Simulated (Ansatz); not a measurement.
## What a change does: geometry relaxation on Cr

System: Cr (Im-3m, 1 atom in the cell).
Method of run 1: Kohn-Sham DFT of a periodic cell, PBE, all-electron LAPW, scalar-relativistic, spin-polarised (Ansatz 0.2.0).

The structure derives from a Materials Project entry. Text and figures count atoms from 1; the logs count them from 0 in places.

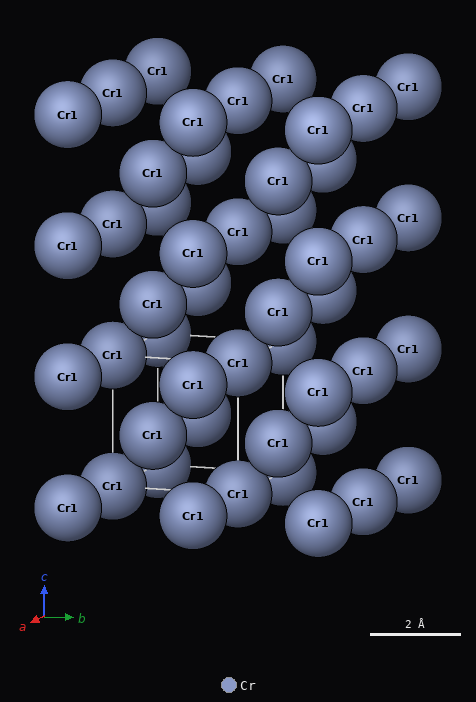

**Figure 1.** The input geometry (spheres-only view of the cell 2 times as large as that of the calculation, set on its symmetry axes, repeated 2 × 2 × 3, seen slightly off an axis; atoms are numbered from 1 in the order of the input). An atom can appear more than once, as a periodic image.

Input, run 1:
```yaml
crystal:
  lattice:
    - [-1.4844496776, 1.4844496776, 1.4844496776]
    - [1.4844496776, -1.4844496776, 1.4844496776]
    - [1.4844496776, 1.4844496776, -1.4844496776]
  atoms:
    - { symbol: Cr, position: [0.0, 0.0, 0.0], spin: 3.0 }
kpoints:
  mp_grid: { grid: [12, 12, 12] }
scf:
  occupations: { method: fermi_dirac, width: 0.05 }
hamiltonian:
  xc: pbe
  pseudopotentials: { kind: all_electron, lapw: { basis_error: 0.001 } }
magnetization:
  spin_polarized: true
output:
  forces: true
  stress: true
relax:
  f_tol: 0.01
  max_steps: 60
  cell: {}
```

Launched with:
```bash
ansatz run input.yaml --threads 2 --pin off --max-ram 6144MiB --backend cpu --events-out ev --progress --plain --runs-dir out
```

Hardware: 2 threads of AMD EPYC (Zen 5), 16 GiB of memory available, shared host.

Output, shortened to warnings, some set-up lines, iterations and results (run 1):
```
WARN: the starting moments were not kept: the SCF closed with an absolute magnetisation of 1.0e-7 μB, where they sum to 3 μB in size (1 site). That is at most 0.1 of that sum. Measured as dr2_m measures the in/out step, that magnetisation stands 9.1e-16 eV from none, at or under the dr2_threshold of 1.0e-7 eV: it is no larger than a step whose dr2_m would equal this threshold. The system may hold …
Basis set: ecut = 297.82094937098077 eV, 141 PW (Γ), exchange–correlation at level 2
Symmetry: 48 space group operations
k-points: 72 of 1728
Initial density: superposition of atomic densities (chi_scale 0.1, normalization cell)
[...]
SCF iter   1: F=—  HF=-28593.764858 eV  |F-HF|=—  |Δ(HF+E_count)|=         —  Δρ=5.41e-2 (↑5.41e-2 ↓3.77e-2)  dr2=2.13e-1  dr2_m=1.81e-1  M=2.061 μB ∫|m|=2.062 μB  β_m=0.30  …
SCF iter   2: F=—  HF=-28595.945170 eV  |F-HF|=—  |Δ(HF+E_count)|=         —  Δρ=1.19e-1 (↑1.19e-1 ↓1.10e-1)  dr2=2.91e-2  dr2_m=1.56e0  M=0.132 μB ∫|m|=0.136 μB  β_m=1.00  …
SCF iter   3: F=—  HF=-28595.593839 eV  |F-HF|=—  |Δ(HF+E_count)|=   3.51e-1  Δρ=6.72e-3 (↑6.72e-3 ↓6.24e-3)  dr2=8.02e-3  dr2_m=2.04e-3  M=0.025 μB ∫|m|=0.030 μB  β_m=0.30  …
SCF iter   4: F=—  HF=-28595.627316 eV  |F-HF|=—  |Δ(HF+E_count)|=         —  Δρ=4.66e-3 (↑4.66e-3 ↓4.43e-3)  dr2=3.57e-3  dr2_m=1.14e-3  M=0.020 μB ∫|m|=0.024 μB  β_m=0.59  …
SCF iter   5: F=—  HF=-28595.661489 eV  |F-HF|=—  |Δ(HF+E_count)|=   3.42e-2  Δρ=1.24e-3 (↑1.10e-3 ↓1.24e-3)  dr2=2.86e-4  dr2_m=5.55e-5  M=0.006 μB ∫|m|=0.008 μB  β_m=0.51  …
[... 29 lines ...]
SCF iter   1: F=—  HF=-28595.797745 eV  |F-HF|=—  |Δ(HF+E_count)|=         —  Δρ=2.99e-6 (↑2.99e-6 ↓2.99e-6)  dr2=2.38e-9  dr2_m=1.78e-19  M=0.000 μB ∫|m|=0.000 μB  β_m=0.65  …
SCF iter   2: F=—  HF=-28595.797745 eV  |F-HF|=—  |Δ(HF+E_count)|=   1.77e-8  Δρ=9.63e-7 (↑9.63e-7 ↓9.63e-7)  dr2=2.44e-10  dr2_m=6.25e-20  M=0.000 μB ∫|m|=0.000 μB  β_m=0.65 …
SCF iter   3: F=-28595.797745 eV  HF=-28595.797745 eV  |F-HF|=2.44e-10  |Δ(HF+E_count)|=   4.50e-9  Δρ=4.78e-7 (↑4.78e-7 ↓4.78e-7)  dr2=6.00e-11  dr2_m=2.63e-20  M=-0.000 μB …
SCF 5 converged in 3 iterations: F = -28595.797745 eV  dr2 = 6.00e-11
relax step   5: F+E_penalty+E_count = -28595.79774491 eV  Δ(F+E_penalty+E_count) = -1.271e-7 eV  max|allowed force component| = 0.000e0 eV/Å  Δτ_max = 0.0000 Å  P = -0.005 …
basis re-selected at this cell: Δ(F+E_penalty+E_count) = -1.271e-7 eV, ΔP = +0.000 GPa vs the last step (what re-selecting the basis moved, after the strain that the cell walked since its last selection, with what the two solves' SCF thresholds leave and, on support functions, any second-order …
SCF converged after 3 iterations
Magnetization: -0.0000 μB (7.0000 up, 7.0000 down)
Absolute magnetization: 0.0000 μB (∫|ρ↑−ρ↓|)
Spin contamination: 0.0000 ħ² per cell (⟨S²⟩ above its minimum at these occupations)
Per-site moments (μB) at R_I (Å): [(1.4157564010019996e-12, 1.1954947952904305)]
Free energy (F): -28595.797745 eV
Harris-Foulkes:  -28595.797745 eV  (|F-HF|=2.44e-10)
Internal energy: -28595.793662 eV  (E = F + TS)
E sigma→0 (E₀):  -28595.795703 eV
Entropy (-TS):   -0.004083 eV (-4.083 meV/atom)
Fermi energy:    20.010467 eV
--- Per-component energies (eV) ---
  E_band       = -136.216483
  E_kinetic    = 28928.811148
  E_xc         = -1328.055851
  E_electrostatic = -56196.548959  (all electrons and nuclei)
  E_smearing   = -0.004083  (= −TS)
  E_closure    = 0.000000  (closes the sum)
  E_atoms      = -28586.243230  (free atoms, spherical and without spin; not in F)
  Σ components = -28595.797745   (vs F -28595.797745, Δ=0.00e0)
  Basis errors (estimates in eV, not in F): energy 2.7e-4 per atom: plane waves 2.3e-4 (1.3e-4 summed), levels above the bands 1.3e-111, relativity 1.0e-8, radial functions 4.3e-5, core shells 2.6e-7; eigenvalues (radial functions only) 1.3e-6; not estimated: angular momenta, meshes, grids; target …
--- Forces (eV/Å), atoms counted from 1 ---
  atom   1  Cr    -0.00000000     0.00000000     0.00000000
  max |Σ_I F_I| component: 5.75e-31 eV/Å
--- Stress (GPa, compression-positive) ---
       -0.004926      -0.000000      -0.000000
       -0.000000      -0.004926       0.000000
       -0.000000       0.000000      -0.004926
  P = ⅓ Tr σ = -0.0049 GPa (-0.049 kbar)
--- Relaxed structure (4 steps of the walk, 4 accepted, 1 SCFs on fresh bases) ---
  F+E_penalty+E_count = -28595.79774491 eV   max|allowed force component| = 0.000e0 eV/Å   (the final SCF, on the basis selected at the relaxed cell)
  cell:  # Å, volume = 11.5291 Å³
    - [-1.4231324786820605, 1.4231324786820605, 1.4231324786820605]
    - [1.4231324786820605, -1.4231324786820605, 1.4231324786820605]
[...]
```

The input of run 2 differs as follows (lines with − go, lines with + come):
```diff
+  dispersion: d4
```

Predict how the results change.

The total energies belong to different models, so their difference says nothing on which is more stable or more accurate. The volume per atom goes from 11.53 to 11.27 Å³. The SCF takes 22 iterations over all geometry steps against 29.

Output, shortened to warnings, some set-up lines, iterations and results (run 2):
```
WARN: the starting moments were not kept: the SCF closed with an absolute magnetisation of 1.0e-7 μB, where they sum to 3 μB in size (1 site). That is at most 0.1 of that sum. Measured as dr2_m measures the in/out step, that magnetisation stands 9.1e-16 eV from none, at or under the dr2_threshold of 1.0e-7 eV: it is no larger than a step whose dr2_m would equal this threshold. The system may hold …
Basis set: ecut = 297.82094937098077 eV, 141 PW (Γ), exchange–correlation at level 2
Symmetry: 48 space group operations
k-points: 72 of 1728
Initial density: superposition of atomic densities (chi_scale 0.1, normalization cell)
[...]
SCF iter   1: F=—  HF=-28594.163289 eV  |F-HF|=—  |Δ(HF+E_count)|=         —  Δρ=5.41e-2 (↑5.41e-2 ↓3.77e-2)  dr2=2.13e-1  dr2_m=1.81e-1  M=2.061 μB ∫|m|=2.062 μB  β_m=0.30  …
SCF iter   2: F=—  HF=-28596.343601 eV  |F-HF|=—  |Δ(HF+E_count)|=         —  Δρ=1.19e-1 (↑1.19e-1 ↓1.10e-1)  dr2=2.91e-2  dr2_m=1.56e0  M=0.132 μB ∫|m|=0.136 μB  β_m=1.00  …
SCF iter   3: F=—  HF=-28595.992270 eV  |F-HF|=—  |Δ(HF+E_count)|=   3.51e-1  Δρ=6.72e-3 (↑6.72e-3 ↓6.24e-3)  dr2=8.02e-3  dr2_m=2.04e-3  M=0.025 μB ∫|m|=0.030 μB  β_m=0.30  …
SCF iter   4: F=—  HF=-28596.025746 eV  |F-HF|=—  |Δ(HF+E_count)|=         —  Δρ=4.66e-3 (↑4.66e-3 ↓4.43e-3)  dr2=3.57e-3  dr2_m=1.14e-3  M=0.020 μB ∫|m|=0.024 μB  β_m=0.59  …
SCF iter   5: F=—  HF=-28596.059920 eV  |F-HF|=—  |Δ(HF+E_count)|=   3.42e-2  Δρ=1.24e-3 (↑1.10e-3 ↓1.24e-3)  dr2=2.86e-4  dr2_m=5.55e-5  M=0.006 μB ∫|m|=0.008 μB  β_m=0.51  …
[... 20 lines ...]
SCF iter   1: F=—  HF=-28596.252072 eV  |F-HF|=—  |Δ(HF+E_count)|=         —  Δρ=1.91e-6 (↑1.91e-6 ↓1.91e-6)  dr2=9.20e-10  dr2_m=1.33e-15  M=-0.000 μB ∫|m|=0.000 μB  …
SCF iter   2: F=—  HF=-28596.252072 eV  |F-HF|=—  |Δ(HF+E_count)|=   8.99e-9  Δρ=2.50e-7 (↑2.50e-7 ↓2.49e-7)  dr2=1.34e-11  dr2_m=3.05e-16  M=-0.000 μB ∫|m|=0.000 μB  …
SCF iter   3: F=-28596.252072 eV  HF=-28596.252072 eV  |F-HF|=2.33e-10  |Δ(HF+E_count)|=  8.73e-11  Δρ=1.03e-6 (↑1.03e-6 ↓1.03e-6)  dr2=2.73e-10  dr2_m=2.07e-16  M=-0.000 μB …
SCF 4 converged in 3 iterations: F = -28596.252072 eV  dr2 = 2.73e-10
relax step   4: F+E_penalty+E_count = -28596.25207226 eV  Δ(F+E_penalty+E_count) = -6.453e-7 eV  max|allowed force component| = 0.000e0 eV/Å  Δτ_max = 0.0000 Å  P = -0.014 …
basis re-selected at this cell: Δ(F+E_penalty+E_count) = -6.453e-7 eV, ΔP = +0.001 GPa vs the last step (what re-selecting the basis moved, after the strain that the cell walked since its last selection, with what the two solves' SCF thresholds leave and, on support functions, any second-order …
SCF converged after 3 iterations
Magnetization: -0.0000 μB (7.0000 up, 7.0000 down)
Absolute magnetization: 0.0000 μB (∫|ρ↑−ρ↓|)
Spin contamination: 0.0000 ħ² per cell (⟨S²⟩ above its minimum at these occupations)
Per-site moments (μB) at R_I (Å): [(-1.773194924226118e-9, 1.1865022123768576)]
Free energy (F): -28596.252072 eV
Harris-Foulkes:  -28596.252072 eV  (|F-HF|=2.33e-10)
Internal energy: -28596.248333 eV  (E = F + TS)
E sigma→0 (E₀):  -28596.250203 eV
Entropy (-TS):   -0.003739 eV (-3.739 meV/atom)
Fermi energy:    20.547635 eV
--- Per-component energies (eV) ---
  E_band       = -129.081196
  E_kinetic    = 28930.076957
  E_xc         = -1328.373384
  E_electrostatic = -56197.492748  (all electrons and nuclei)
  E_disp       = -0.459158  (pairwise vdW)
  E_smearing   = -0.003739  (= −TS)
  E_closure    = 0.000000  (closes the sum)
  E_atoms      = -28586.243230  (free atoms, spherical and without spin; not in F)
  Σ components = -28596.252072   (vs F -28596.252072, Δ=0.00e0)
  Basis errors (estimates in eV, not in F): energy 2.8e-4 per atom: plane waves 2.3e-4 (1.3e-4 summed), levels above the bands 2.2e-114, relativity 1.1e-8, radial functions 4.2e-5, core shells 3.2e-7; eigenvalues (radial functions only) 1.4e-6; not estimated: angular momenta, meshes, grids; target …
--- Forces (eV/Å), atoms counted from 1 ---
  atom   1  Cr    -0.00000000    -0.00000000     0.00000000
  max |Σ_I F_I| component: 8.38e-31 eV/Å
--- Stress (GPa, compression-positive) ---
       -0.013838      -0.000000      -0.000000
       -0.000000      -0.013838      -0.000000
       -0.000000      -0.000000      -0.013838
  P = ⅓ Tr σ = -0.0138 GPa (-0.138 kbar)
--- Relaxed structure (3 steps of the walk, 3 accepted, 1 SCFs on fresh bases) ---
  F+E_penalty+E_count = -28596.25207226 eV   max|allowed force component| = 0.000e0 eV/Å   (the final SCF, on the basis selected at the relaxed cell)
  cell:  # Å, volume = 11.2709 Å³
    - [-1.412427591582625, 1.412427591582625, 1.412427591582625]
    - [1.412427591582625, -1.412427591582625, 1.412427591582625]
[...]
```

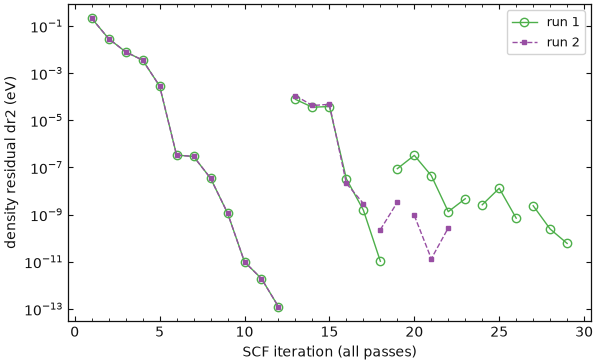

**Figure 2.** Convergence of the two runs: density residual dr2 against the SCF iteration. A break in a curve parts two SCF passes. Run 1 takes 29 iterations in all, and run 2 takes 22.

The two runs side by side:

```tsv
quantity	run 1	run 2
outcome	converged	converged
free energy per atom (eV)	−28595.7977	−28596.2521
energy per atom, smearing taken to zero (eV)	−28595.7957	−28596.2502
net moment of the cell (μB)	0.00	0.00
absolute moment of the cell (μB)	0.00	0.00
pressure (GPa)	0.00	−0.01
volume per atom (Å³)	11.53	11.27
largest force (eV/Å)	0.000	0.000
SCF iterations	29	22
irreducible k-points	72	72
wall time (shared host)	7.2 s	6.9 s
```

For both runs: Warnings: some starting moments were not kept.
